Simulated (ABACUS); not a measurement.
**Energy of KF along an even scaling of the cell**

System: KF (Fm-3m, 2 atoms in the cell).
Method: Kohn-Sham DFT of a periodic cell, PBEsol, PseudoDojo NC SR 0.4.1 PBEsol standard, no spin polarisation (ABACUS 3.10.1).

The 7 runs differ only in the geometry, by an even scaling of the cell at fixed fractional positions. The structure derives from an entry of the Crystallography Open Database.

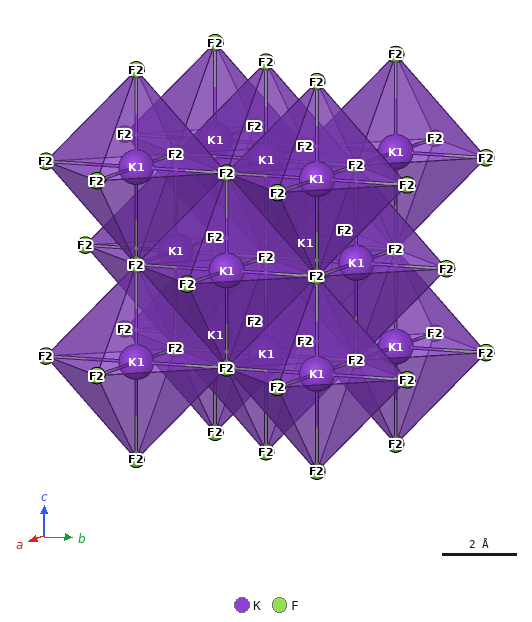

Figure 1. The structure of run 4 (polyhedral view of the cell 4 times as large as that of the calculation, set on its symmetry axes, seen slightly off an axis; polyhedra are completed across the faces of the cell; atoms are numbered from 1 in the order of the input). An atom can appear more than once, as a periodic image.

## The input of run 4
```
INPUT_PARAMETERS
suffix              KF
calculation         scf
basis_type          pw
pseudo_dir          ./
symmetry            1
dft_functional      pbesol
ecutwfc             84
pseudo_rcut         7
nspin               1
nbands              12
ks_solver           dav
smearing_method     fd
smearing_sigma      0.00367493
scf_thr             1e-08
scf_nmax            100
mixing_type         broyden
mixing_beta         0.7
cal_force           1
cal_stress          1
kpar                4
```

## File STRU of run 4
```
ATOMIC_SPECIES
K 39.0983 K.upf
F 18.9984 F.upf

LATTICE_CONSTANT
1.8897261246

LATTICE_VECTORS
0.0000000000 2.6718500000 2.6718500000
2.6718500000 0.0000000000 2.6718500000
2.6718500000 2.6718500000 0.0000000000

ATOMIC_POSITIONS
Direct

K
0.0
1
0.0000000000 0.0000000000 0.0000000000 1 1 1

F
0.0
1
0.5000000000 0.5000000000 0.5000000000 1 1 1
```

## File KPT of run 4
```
K_POINTS
0
Gamma
9 9 9 0 0 0
```

Command:
```bash
OMP_NUM_THREADS=1 mpirun -np 4 abacus > log
```

Lattice vectors (Å) and fractional positions of run 4:
```
   0.000000    2.671850    2.671850
   2.671850    0.000000    2.671850
   2.671850    2.671850    0.000000
K   0.000000  0.000000  0.000000
F   0.500000  0.500000  0.500000
```

Run 2 differs from it as follows:
```diff
-0.0000000000 2.6718500000 2.6718500000
-2.6718500000 0.0000000000 2.6718500000
-2.6718500000 2.6718500000 0.0000000000
+0.0000000000 2.6357394923 2.6357394923
+2.6357394923 0.0000000000 2.6357394923
+2.6357394923 2.6357394923 0.0000000000
```

## Results, with one run withheld

| run | volume per atom (Å³) | free energy per atom, from the lowest run given (meV) | pressure (GPa) | gap on the mesh (eV) |
| --- | --- | --- | --- | --- |
| 1 | 17.929 | 2.94 | 1.40 | 6.38 |
| 2 | 18.311 | ? | ? | ? |
| 3 | 18.692 | 0.00 | −0.12 | 6.16 |
| 4 | 19.074 | 1.02 | −0.74 | 6.06 |
| 5 | 19.455 | 3.45 | −1.30 | 5.96 |
| 6 | 19.837 | 7.13 | −1.79 | 5.87 |
| 7 | 20.218 | 11.91 | −2.23 | 5.78 |

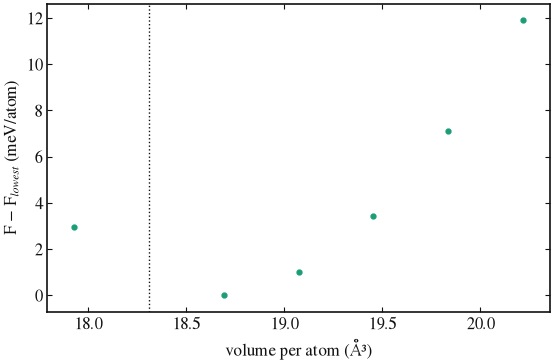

Figure 2. Free energy per atom of the runs given; the dotted line marks run 2.

What should run 2 give?

A cubic polynomial in V^(−2/3) (the Birch–Murnaghan form), fitted to the 6 runs given, misses them by under 0.01 meV per atom. With x = V^(−2/3) − 0.13958 Å⁻², it reads F = 1.5419 − 1148.4 x + 2.0912e+05 x² + 6.9e+05 x³ (meV per atom). At run 2 it gives 0.57 meV per atom, and the run itself gives 0.57. The slope of the fit gives a pressure −dF/dV of 0.60 GPa there, and the run prints 0.59 GPa. The fit has its minimum at 18.631 Å³ per atom, where V d²F/dV² gives 33.2 GPa: the bulk modulus at this level, since symmetry fixes the shape and the positions. The gap on the mesh goes, without turning, from 6.38 eV in run 1 to 5.78 eV in run 7; run 2 has 6.27 eV. These are gaps of this functional on this mesh, which can miss the band edges; they aren't the measured gap.

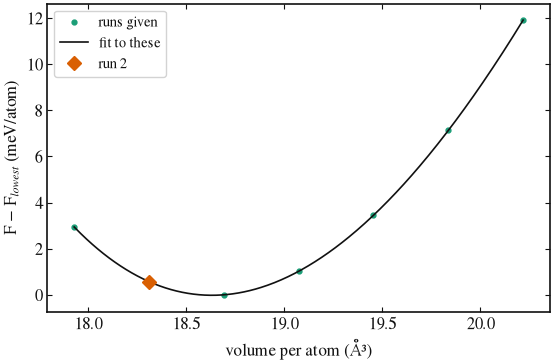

Figure 3. The fit and the withheld run.

## Some lines of the output (run 2)
```
[...]
       total electron number of element F = 7
 E_Fermi        0.1804576040         2.4552516616
 E_Fermi        0.4577839391         6.2284700253
 E_Fermi        0.4730083817         6.4356091929
 E_Fermi        0.4373234580         5.9500908972
 E_Fermi        0.4126020292         5.6137386041
 E_Fermi        0.4127899570         5.6162954926
 E_Fermi        0.4127827165         5.6161969796
 E_KS(sigma->0) -109.3402367856      -1487.6502409532
 E_Fermi        0.4127894551         5.6162886634
 final etot is -1487.650241 eV
 EFERMI = 5.6162886634 eV
 TOTAL-PRESSURE: 5.940729 KBAR
 !FINAL_ETOT_IS -1487.6502409531574358 eV
```
